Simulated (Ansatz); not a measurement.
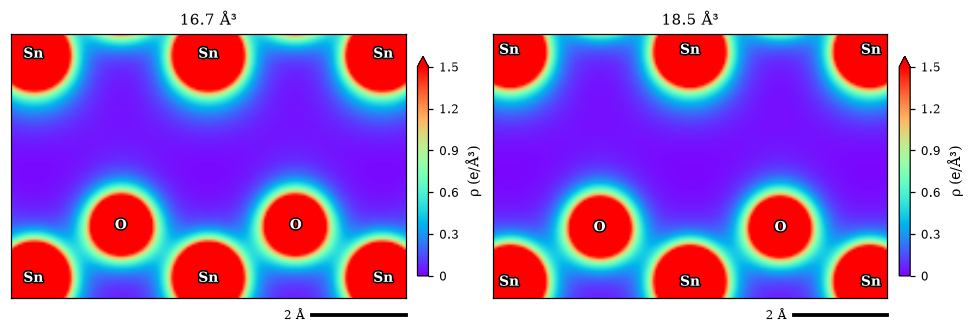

SnO. The valence electron density of cells scaled evenly to different volumes (given per atom above each panel), on the (100) plane of each (indices in the axes of the cell below), at one length scale and on one colour scale.

A structure from a database of computed crystals, not necessarily the ambient phase.

The calculation used Kohn-Sham DFT of a periodic cell, BLYP, Ansatz PAW in Ansatz 0.2.0.

Core electrons are frozen (PAW), and the valence fields are smoothed inside the atomic spheres.

The largest cell:

```
Sn O
1.0
     3.86388    0.00000    0.00000
     0.00000    3.86388    0.00000
     0.00000    0.00000    4.95122
Sn O
2 2
Direct
  0.50000 0.00000 0.76463
  0.00000 0.50000 0.23537
  0.00000 0.00000 0.00000
  0.50000 0.50000 0.00000
```

| volume (Å³/atom) | Sn–O contact in the plane (Å) | ρ at its midpoint (e/Å³) | pressure (GPa) | gap on the mesh (eV) | 
| --- | --- | --- | --- | --- |
| 16.70 | 2.181 | 0.510 | 15.8 | 0.36 | 
| 17.06 | 2.197 | ? | ? | ? | 
| 18.48 | 2.256 | 0.442 | 4.2 | 0.72 | 

### What values belong in the row with question marks?

Over the known rows ln ρ falls by 1.91 per Å of Sn–O distance (the line through the two), which gives 0.495 e/Å³ at 2.197 Å; the calculation gives 0.495 e/Å³. For the pressure, a straight line in volume between the neighbouring rows gives 13.5 GPa; the calculation gives 13.0, lower because pressure rises ever faster on compression. For the gap on the mesh, a straight line in volume between the neighbouring rows gives 0.43 eV; the calculation gives 0.44.
